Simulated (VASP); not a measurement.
Mg: geometry relaxation (part 1 of 2)

System: Mg (P6₃/mmc, 2 atoms in the cell).
Method: Kohn-Sham DFT of a periodic cell, LDA, VASP PAW LDA potentials, recommended, no spin polarisation (VASP 6.6.1).

The structure derives from an entry of the Crystallography Open Database.

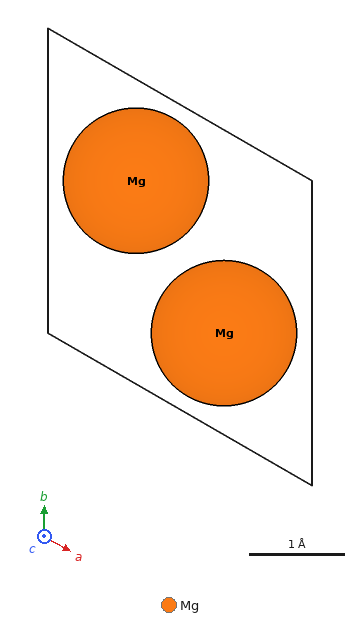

Fig. 1: The structure as given in the input (spheres-only view of the cell of the calculation, along the c axis).

**Key numbers**

| quantity | value |
| --- | --- |
| outcome | converged |
| space group (tolerance 0.01 Å) | P6₃/mmc (194) |
| electrons treated | 4 |
| free energy | −3.6223 eV |
| Fermi energy | 2.841 eV |
| gap on the k-point mesh | none (metallic) |
| pressure | 0.06 GPa |
| final volume | 42.79 Å³ |
| largest force (length of the vector) at the end | under 0.001 eV/Å |
| final cell | a = 3.137 Å, b = 3.137 Å, c = 5.022 Å, α = 90.00°, β = 90.00°, γ = 120.00° |
| hardware | 1 thread of AMD EPYC (Zen 3), 64 GiB of memory available, shared host |
| wall time | 3.1 min |
| peak memory | 0.18 GiB |

The volume changed by more than 5 % on the plane waves of the start, so the result carries a basis error; a second relaxation from the end is advised.

**INCAR**
```
SYSTEM = Mg
ALGO     = Normal         ! electronic algorithm
EDIFF    = 1E-6           ! SCF threshold, eV
EDIFFG   = -0.01          ! ionic threshold
ENCUT    = 600            ! plane-wave cutoff, eV
IBRION   = 2              ! ionic algorithm
ISIF     = 3              ! what is computed and relaxed
ISMEAR   = 1              ! smearing method
LASPH    = .True.         ! aspherical terms in the spheres
LCHARG   = .False.        ! write CHGCAR
LREAL    = .False.        ! projectors in reciprocal space
LWAVE    = .False.        ! write WAVECAR
NELM     = 80             ! most SCF steps
NSW      = 90             ! ionic steps
PREC     = Accurate       ! precision mode
SIGMA    = 0.1            ! smearing width, eV
```

**KPOINTS**
```
k-points
0
Gamma
  18 18 9
  0 0 0
```

**POSCAR**
```
Mg
1.0
    3.2093000000      0.0000000000      0.0000000000
   -1.6046500000      2.7793353284      0.0000000000
    0.0000000000      0.0000000000      5.2103000000
Mg
2
Direct
    0.3333333333      0.6666666667      0.2500000000
    0.6666666667      0.3333333333      0.7500000000
```

Command:
```bash
cat potpaw_LDA.64/Mg/POTCAR > POTCAR
mpirun -np 1 vasp_std > vasp.out
```

**OSZICAR**
```
N       E                     dE             d eps       ncg     rms          rms(c)
DAV:   1    -0.278416940828E+00   -0.27842E+00   -0.14367E+03  2220   0.532E+02
DAV:   2    -0.358513507470E+01   -0.33067E+01   -0.31032E+01  3024   0.310E+01
DAV:   3    -0.360820317044E+01   -0.23068E-01   -0.23017E-01  3222   0.335E+00
DAV:   4    -0.360825156608E+01   -0.48396E-04   -0.48395E-04  3072   0.133E-01
DAV:   5    -0.360825175670E+01   -0.19062E-06   -0.19067E-06  3126   0.607E-03    0.947E-01
DAV:   6    -0.359675220555E+01    0.11500E-01   -0.82765E-04  2754   0.232E-01    0.602E-01
DAV:   7    -0.358748427854E+01    0.92679E-02   -0.28309E-03  2424   0.423E-01    0.313E-02
DAV:   8    -0.358747668101E+01    0.75975E-05   -0.14481E-05  3558   0.293E-02    0.664E-03
DAV:   9    -0.358747553842E+01    0.11426E-05   -0.58676E-07  2244   0.504E-03    0.619E-04
DAV:  10    -0.358747553899E+01   -0.57344E-09   -0.10153E-08  1602   0.757E-04
   1 F= -.35874755E+01 E0= -.35875983E+01  d E =-.358748E+01
       N       E                     dE             d eps       ncg     rms          rms(c)
DAV:   1    -0.361987615437E+01   -0.32401E-01   -0.14170E-01  2844   0.244E+00    0.122E-01
DAV:   2    -0.361955680887E+01    0.31935E-03   -0.45749E-04  2802   0.179E-01    0.779E-02
DAV:   3    -0.361929744953E+01    0.25936E-03   -0.46604E-05  2682   0.425E-02    0.365E-03
DAV:   4    -0.361929671683E+01    0.73271E-06   -0.55614E-07  2538   0.584E-03
   2 F= -.36192967E+01 E0= -.36194634E+01  d E =-.318212E-01
       N       E                     dE             d eps       ncg     rms          rms(c)
DAV:   1    -0.362191967510E+01   -0.26222E-02   -0.16604E-02  2802   0.845E-01    0.415E-02
DAV:   2    -0.362188038223E+01    0.39293E-04   -0.53197E-05  2808   0.613E-02    0.266E-02
DAV:   3    -0.362184942635E+01    0.30956E-04   -0.51007E-06  2790   0.138E-02    0.127E-03
DAV:   4    -0.362184930834E+01    0.11801E-06   -0.66663E-08  1548   0.207E-03
   3 F= -.36218493E+01 E0= -.36220080E+01  d E =-.343738E-01
       N       E                     dE             d eps       ncg     rms          rms(c)
DAV:   1    -0.362184850710E+01    0.91925E-06   -0.97632E-05  2832   0.647E-02    0.322E-03
DAV:   2    -0.362184825615E+01    0.25095E-06   -0.31063E-07  2256   0.471E-03
   4 F= -.36218483E+01 E0= -.36220054E+01  d E =-.343727E-01
       N       E                     dE             d eps       ncg     rms          rms(c)
DAV:   1    -0.362208500878E+01   -0.23650E-03   -0.72013E-04  3048   0.148E-01    0.126E-02
DAV:   2    -0.362208290330E+01    0.21055E-05   -0.41936E-06  2598   0.152E-02    0.788E-03
DAV:   3    -0.362208137142E+01    0.15319E-05   -0.17503E-06  2208   0.557E-03    0.149E-04
DAV:   4    -0.362208137468E+01   -0.32627E-08   -0.32030E-08  1350   0.147E-03
   5 F= -.36220814E+01 E0= -.36222614E+01  d E =-.233119E-03
       N       E                     dE             d eps       ncg     rms          rms(c)
DAV:   1    -0.362230195768E+01   -0.22059E-03   -0.38520E-03  3042   0.343E-01    0.289E-02
DAV:   2    -0.362229145975E+01    0.10498E-04   -0.22139E-05  2574   0.350E-02    0.181E-02
DAV:   3    -0.362228371830E+01    0.77414E-05   -0.88801E-06  2754   0.126E-02    0.357E-04
DAV:   4    -0.362228373054E+01   -0.12235E-07   -0.11766E-07  1452   0.279E-03
   6 F= -.36222837E+01 E0= -.36224384E+01  d E =-.435474E-03
       N       E                     dE             d eps       ncg     rms          rms(c)
DAV:   1    -0.362228581006E+01   -0.20918E-05   -0.29951E-05  3048   0.302E-02    0.253E-03
DAV:   2    -0.362228572858E+01    0.81482E-07   -0.16947E-07  1908   0.309E-03
   7 F= -.36222857E+01 E0= -.36224436E+01  d E =-.437472E-03
```

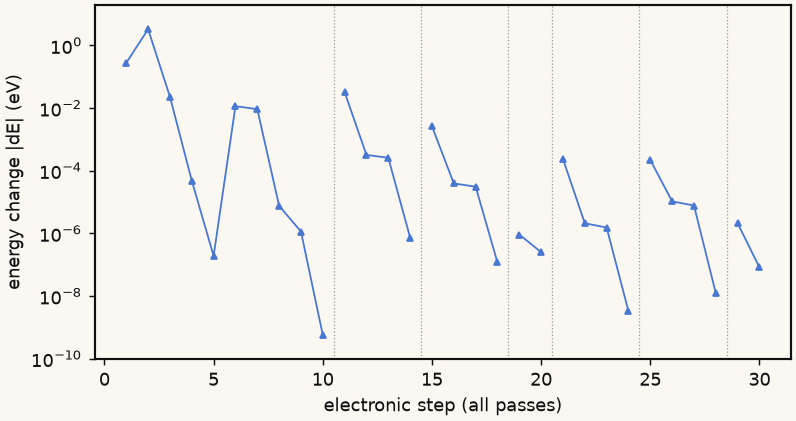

Fig. 2: Convergence of the self-consistent field: energy change |dE| against the electronic step. Each stretch between dotted lines is the SCF of one geometry step of a relaxation. The 7 ionic steps take 2 to 10 electronic steps each. The density is held fixed in the first few steps, and dE rises again when its update begins.

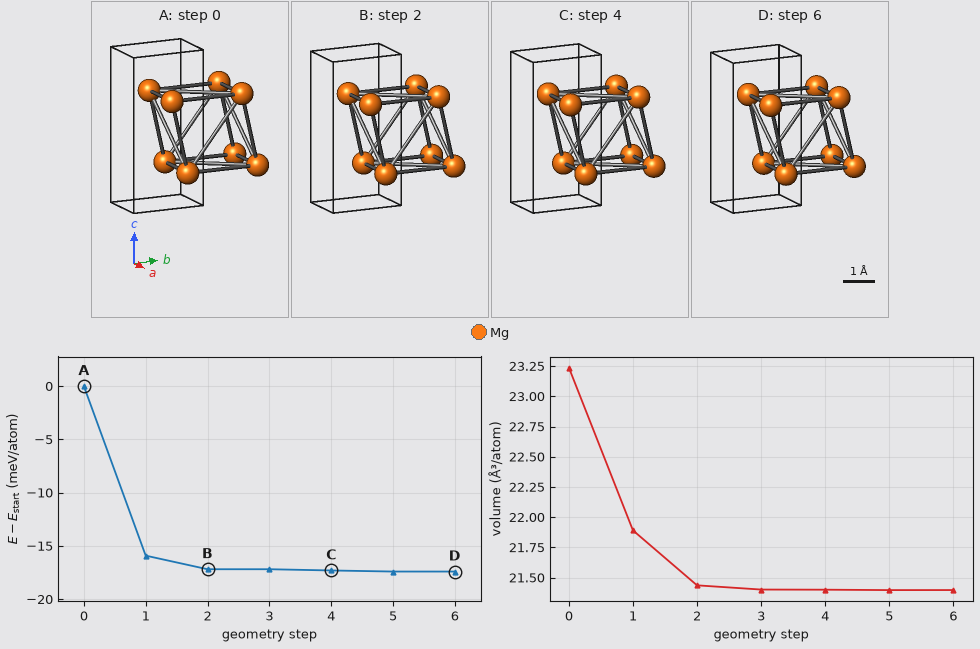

Fig. 3: Frames of the relaxation (ball-and-stick view of the cell of the calculation, repeated 2 × 2 × 1, seen slightly off an axis) above the curves, on which the letters mark them (steps are counted from 0).

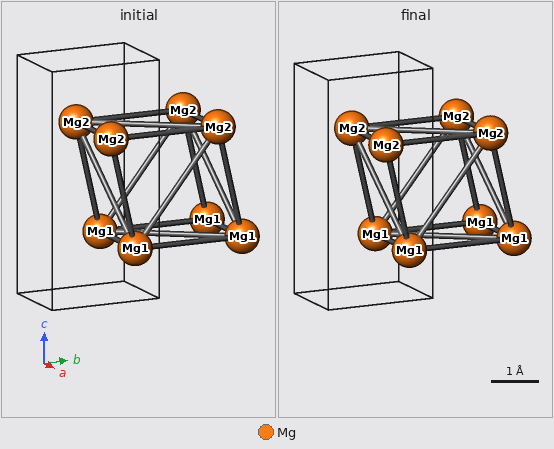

Fig. 4: Before (left) and after (right) the relaxation, at one scale (ball-and-stick view of the cell of the calculation, repeated 2 × 2 × 1, seen slightly off an axis). No atom moves by more than 0.005 Å relative to the cell. The drawn cell changes as follows: a = b 3.209 → 3.137 Å (−2.3 %), c 5.210 → 5.022 Å (−3.6 %); the volume changes by −7.9 %. Distances before and after: Mg1–Mg2 3.197 → 3.096 Å, Mg1–Mg1 3.209 → 3.137 Å. The space group stays P6_3/mmc (No. 194). The energy falls by 17.4 meV per atom in 6 geometry steps. All forces vanish by symmetry, so only the cell relaxes. (Atoms are counted from 1 in the order of the input.)

**Parts of OUTCAR**
```
SYSTEM = Mg
   EDIFF = 1E-6
   EDIFFG = -0.01
   ENCUT = 600
   IBRION = 2
   ISIF = 3
   ISMEAR = 1
   LASPH = .True.
   LREAL = .False.
   NELM = 80
   NSW = 90
   PREC = Accurate

 ion  position               nearest neighbor table
   1  0.333  0.667  0.250-   2 3.20   2 3.20   2 3.20   2 3.20   2 3.20   2 3.20
   2  0.667  0.333  0.750-   1 3.20   1 3.20   1 3.20   1 3.20   1 3.20   1 3.20

  LATTYP: Found a hexagonal cell.
 ALAT       =     3.2093000000
 C/A-ratio  =     1.6235004518

  Lattice vectors:

 A1 = (   3.2093000000,   0.0000000000,   0.0000000000)
 A2 = (  -1.6046500000,   2.7793353284,   0.0000000000)
 A3 = (   0.0000000000,   0.0000000000,   5.2103000000)

Analysis of symmetry for initial positions (statically):
=====================================================================
 Subroutine PRICEL returns:
 Original cell was already a primitive cell.

 Routine SETGRP: Setting up the symmetry group for a
 hexagonal supercell.

 Subroutine GETGRP returns: Found 24 space group operations
 (whereof 12 operations were pure point group operations)
 out of a pool of 24 trial point group operations.

The static configuration has the point symmetry D_3d.
 The point group associated with its full space group is D_6h.

Analysis of symmetry for dynamics (positions and initial velocities):
=====================================================================
 Subroutine PRICEL returns:
 Original cell was already a primitive cell.

 Routine SETGRP: Setting up the symmetry group for a
 hexagonal supercell.

 Subroutine GETGRP returns: Found 24 space group operations
 (whereof 12 operations were pure point group operations)
 out of a pool of 24 trial point group operations.

The dynamic configuration has the point symmetry D_3d.
 The point group associated with its full space group is D_6h.

 Subroutine INISYM returns: Found 24 space group operations
 (whereof 12 operations are pure point group operations),
 and found     1 'primitive' translations

----------------------------------------------------------------------------------------

                                     Primitive cell

  volume of cell :      46.4744

  direct lattice vectors                    reciprocal lattice vectors
     3.209300000  0.000000000  0.000000000     0.311594429  0.179899127  0.000000000
    -1.604650000  2.779335328  0.000000000     0.000000000  0.359798255  0.000000000
     0.000000000  0.000000000  5.210300000     0.000000000  0.000000000  0.191927528

  length of vectors
     3.209300000  3.209300000  5.210300000     0.359798255  0.359798255  0.191927528

  position of ions in fractional coordinates (direct lattice)
     0.333333333  0.666666667  0.250000000
     0.666666667  0.333333333  0.750000000

  ion indices of the primitive-cell ions
   primitive index   ion index
                 1           1
                 2           2

----------------------------------------------------------------------------------------

 KPOINTS: k-points

Automatic generation of k-mesh.
 Grid dimensions read from file:
 generate k-points for:   18   18    9

 Generating k-lattice:

  Cartesian coordinates                     Fractional coordinates (reciprocal lattice)
     0.017310802  0.009994396  0.000000000     0.055555556 -0.000000000  0.000000000
     0.000000000  0.019988792  0.000000000     0.000000000  0.055555556  0.000000000
     0.000000000  0.000000000  0.021325281     0.000000000  0.000000000  0.111111111

  Length of vectors
     0.019988792  0.019988792  0.021325281

  Shift w.r.t. Gamma in fractional coordinates (k-lattice)
     0.000000000  0.000000000  0.000000000

 Subroutine IBZKPT returns following result:
 ===========================================

 Found    185 irreducible k-points:

 Following reciprocal coordinates:
            Coordinates               Weight
  0.000000  0.000000  0.000000      1.000000
  0.055556  0.000000  0.000000      6.000000
  0.111111  0.000000  0.000000      6.000000
  0.166667  0.000000  0.000000      6.000000
  0.222222 -0.000000  0.000000      6.000000
  0.277778  0.000000  0.000000      6.000000
  0.333333  0.000000  0.000000      6.000000
  0.388889  0.000000  0.000000      6.000000
  0.444444 -0.000000  0.000000      6.000000
  0.500000  0.000000  0.000000      3.000000
  0.055556  0.055556  0.000000      6.000000
  0.111111  0.055556  0.000000     12.000000
  0.166667  0.055556  0.000000     12.000000
  0.222222  0.055556  0.000000     12.000000
  0.277778  0.055556  0.000000     12.000000
  0.333333  0.055556  0.000000     12.000000
  0.388889  0.055556  0.000000     12.000000
  0.444444  0.055556  0.000000     12.000000
  0.111111  0.111111  0.000000      6.000000
  0.166667  0.111111  0.000000     12.000000
  0.222222  0.111111  0.000000     12.000000
  0.277778  0.111111  0.000000     12.000000
  0.333333  0.111111  0.000000     12.000000
  0.388889  0.111111  0.000000     12.000000
 [... further k-points ...]
   k-points           NKPTS =    185   k-points in BZ     NKDIM =    185   number of bands    NBANDS=      6
   number of dos      NEDOS =    301   number of ions     NIONS =      2
   total plane-waves  NPLWV =  32928
   dimension x,y,z NGX =    28 NGY =   28 NGZ =   42
   dimension x,y,z NGXF=    56 NGYF=   56 NGZF=   84
   ions per type =               2
   NGX,Y,Z   is equivalent  to a cutoff of  14.50, 14.50, 13.40 a.u.
   NGXF,Y,Z  is equivalent  to a cutoff of  29.01, 29.01, 26.80 a.u.
 SYSTEM =  Mg
   PREC   = accura    normal or accurate (medium, high low for compatibility)
   ISTART =      0    job   : 0-new  1-cont  2-samecut
   ICHARG =      2    charge: 1-file 2-atom 10-const
   ISPIN  =      1    spin polarized calculation?
   LNONCOLLINEAR =      F non collinear calculations
   LSORBIT =      F    spin-orbit coupling
   LASPH  =      T    aspherical Exc in radial PAW
   ENCUT  =  600.0 eV  44.10 Ry    6.64 a.u.   6.41  6.41 10.41*2*pi/ulx,y,z
   NELM   =     80;   NELMIN=  2; NELMDL= -5     # of ELM steps
   EDIFF  = 0.1E-05   stopping-criterion for ELM
   LREAL  =      F    real-space projection
   EDIFFG = -.1E-01   stopping-criterion for IOM
   NSW    =     90    number of steps for IOM
   IBRION =      2    ionic relax: 0-MD 1-quasi-New 2-CG
   NFREE  =      1    steps in history (QN), initial steepest desc. (CG)
   ISIF   =      3    stress and relaxation
   ISYM   =      2    0-nonsym 1-usesym 2-fastsym
   POTIM  = 0.5000    time-step for ionic-motion
   TEBEG  =    0.0;   TEEND  =   0.0 temperature during run
   PSTRESS=    0.0 pullay stress
   NELECT =       4.0000    total number of electrons
   NUPDOWN=      -1.0000    fix difference up-down
   EMIN   =  10.00;   EMAX   =-10.00  energy-range for DOS
   EFERMI =   0.00;   METHOD = LEGACY
   ISMEAR =     1;   SIGMA  =   0.10  broadening in eV -4-tet -1-fermi 0-gaus
   EFERMI_NEDOS =   21; number of points for ismear=-14 and -15
   IALGO  =     38    algorithm
   IMIX   =      4    mixing-type and parameters
     AMIX     =   0.40;   BMIX     =  1.00
     AMIX_MAG =   1.60;   BMIX_MAG =  1.00
  volume/ion in A,a.u.               =      23.24       156.81
  Fermi-wavevector in a.u.,A,eV,Ry     =   0.722809  1.365911  7.108401  0.522453
  Thomas-Fermi vector in A             =   1.812866
   LORBIT       =      0    0 simple, 1 ext, 2 COOP (PROOUT), +10 PAW based schemes
   GGA     = CA    functional components
   LHFCALC =     F    Hartree Fock is set to
   AEXX    =    0.0000 exact exchange contribution
   IVDW    =     0    specifies the selected vdW correction
   LEPSILON=     F    determine dielectric tensor
   LRPA    =     F    only Hartree local field effects (RPA)
 conjugate gradient relaxation of ions
 non-spin polarized calculation
 Methfessel and Paxton  Order N= 1 SIGMA  =   0.10
  energy-cutoff  :      600.00
  volume of cell :       46.47
 maximum number of plane-waves:      1578
 NGX is ok and might be reduce to    28
   NGX = 13   NGY = 13   NGZ = 21

--------------------------------------- Ionic step        1  -------------------------------------------

 number of electron       4.0000000 magnetization

 Free energy of the ion-electron system (eV)
  ---------------------------------------------------
  ext. energy  EPLUGINS =         0.00000000
  ---------------------------------------------------
  free energy    TOTEN  =        -3.58747554 eV

  energy without entropy =       -3.58784371  energy(sigma->0) =       -3.58759826

------------------------ aborting loop because EDIFF is reached ----------------------------------------

  FORCE on cell =-STRESS in cart. coord.  units (eV):
  Direction    XX          YY          ZZ          XY          YZ          ZX
  --------------------------------------------------------------------------------------
  -------------------------------------------------------------------------------------
  Total       -0.7798420     -0.7798420     -0.8901834      0.0000000      0.0000000      0.0000000
  in kB      -26.8845788    -26.8845788    -30.6885279      0.0000000      0.0000000      0.0000000
  external PRESSURE =     -28.1525618 kB  Pullay stress =       0.0000000 kB

 VOLUME and BASIS-vectors are now :
```
